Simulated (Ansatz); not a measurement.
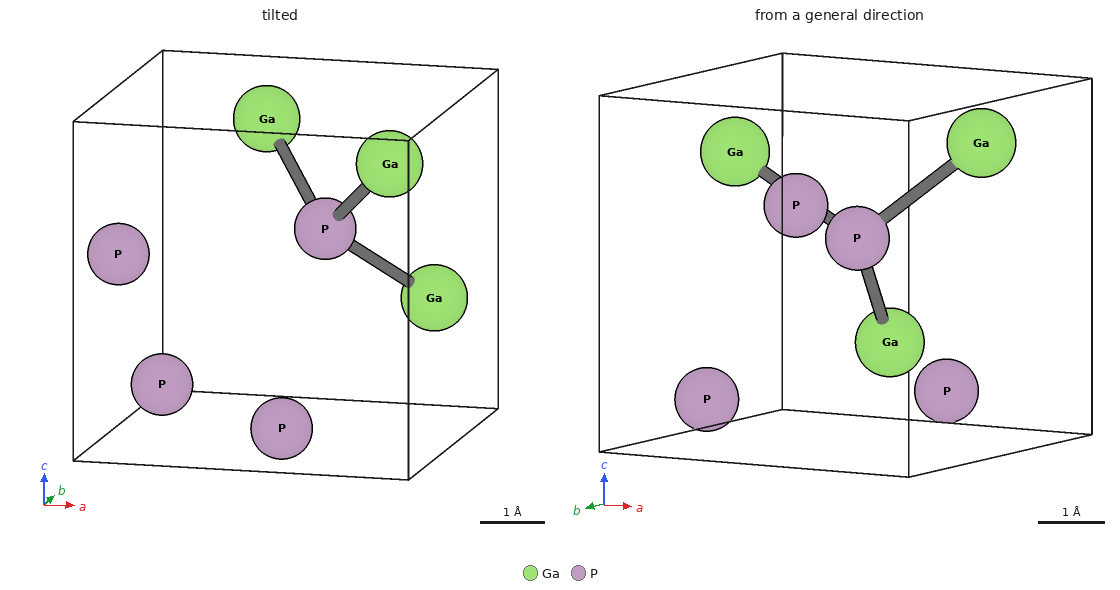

Figure: ball-and-stick view slightly off an axis and from a general direction. The lines enclose the supercell; boundary atoms appear with their images. The host is GaP, in a cell of 8 sites, and the cell carries a charge of -1.

> Which defect is modelled here, and what are its neighbours?

A gallium vacancy. Around the empty site lie four P at about 2.3 Å.

Computed with DFT PBE, scalar-relativistic, plane waves, PAW in Ansatz. Settings: plane-wave cutoff 420 eV, 3×3×3 k-mesh, Gaussian smearing of 0.01 eV, collinear spins.

> Does the defective cell carry a moment?

Yes, 0.9 μB in the cell.

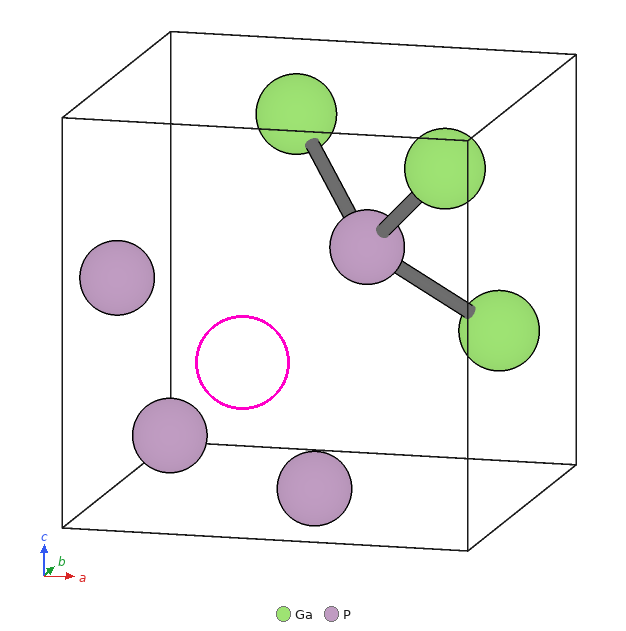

The same cell with a ring at the defect's site.

The atoms were relaxed in the host's cell with DFT PBE, scalar-relativistic, plane waves, PAW (Ansatz).
